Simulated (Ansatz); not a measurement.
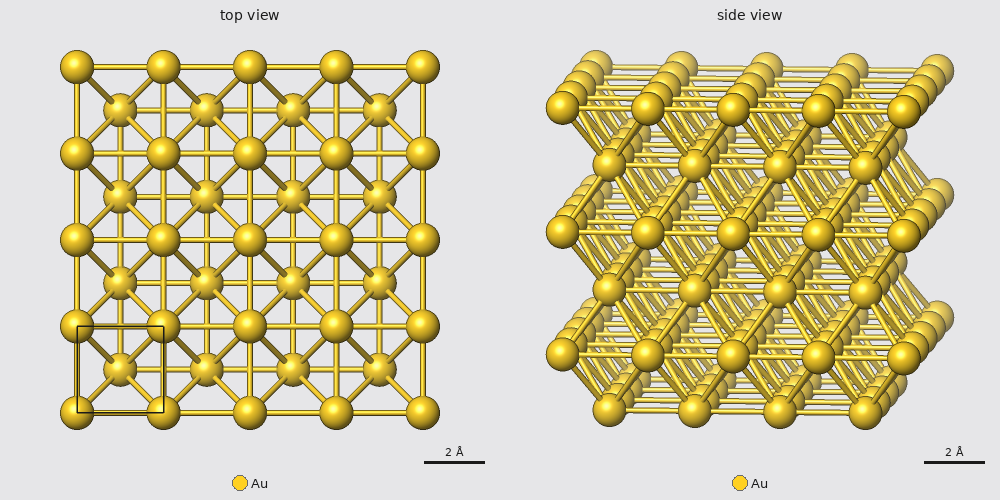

Au(100) (Fm-3m bulk, 6 atomic planes (those closer than 0.6 Å count as one), 10 Å), seen from above and from the side.

The calculation used DFT PBE, scalar-relativistic, plane waves, PAW in Ansatz 0.2.0. Cutoff 420 eV, 17 × 17 k-points, Gaussian smearing 0.1 eV, dipole correction. The slab is a cut without reconstruction beyond its cell, at the source's lattice constants, with its lower half held fixed and the rest relaxed. No spin polarisation. Spin–orbit coupling is left out; with Au it can shift levels and gaps. The run couldn't confirm all of its levels under its output density. The run warns that the functional's potential is rough in the thin density of the vacuum, where the tip is; weak contrasts and barriers may feel it.

Tersoff–Hamann simulation (s-wave tip); biases are sample biases. Bias windows are sharp sums over the levels of the k mesh.

```
Au
1.0
     2.89277    0.00000    0.00000
     0.00000    2.89277    0.00000
     0.00000    0.00000   27.22750
Au
6
Direct
  0.50000 0.50000 0.31218
  0.00000 0.00000 0.38731
  0.50000 0.50000 0.46244
  0.00000 0.00000 0.54043
  0.50000 0.50000 0.61827
  0.00000 0.00000 0.69525
```

The last single point, restarted from the relaxation's density, took 81 s on 1 thread of Arm Neoverse V2 (shared host), peak memory 0.7 GiB.

> What does a constant-height image 3.0 Å above the topmost atom show at −0.50 V?

The brightest spots lie over the top Au atoms; the darkest points are over the sites above the Au atoms 2.1 Å below the top plane. The brightest point carries 1.6 times the current of the darkest.

> What does a constant-height image 4.0 Å above the topmost atom show at +1.50 V?

The brightest spots lie over the top Au atoms; the darkest points are over the sites above the Au atoms 2.1 Å below the top plane. The brightest point carries 1.1 times the current of the darkest. So weak a contrast (1.13 times) depends on the k-mesh and on the tip.

The computed images, with the atoms seen from above drawn over one corner (deeper ones smaller):

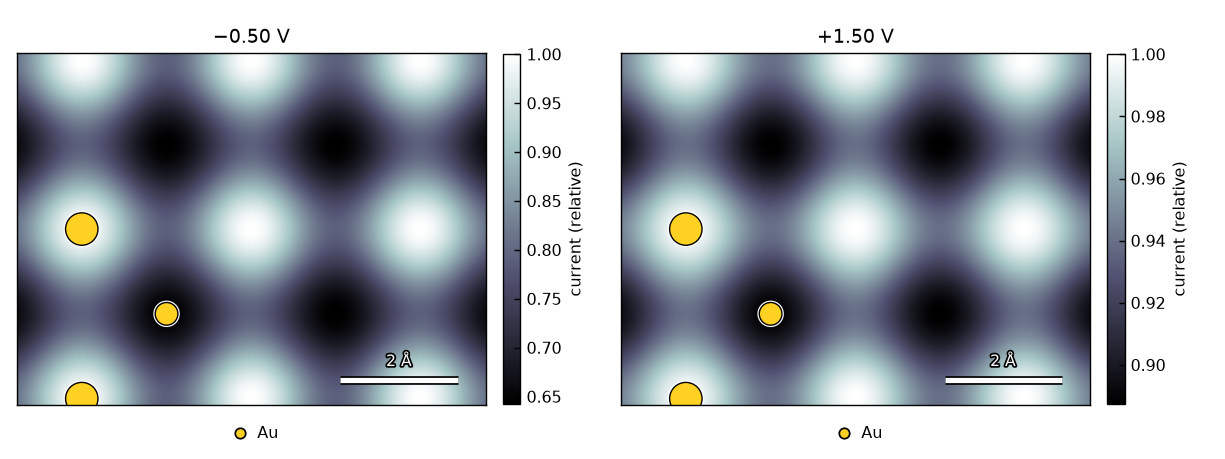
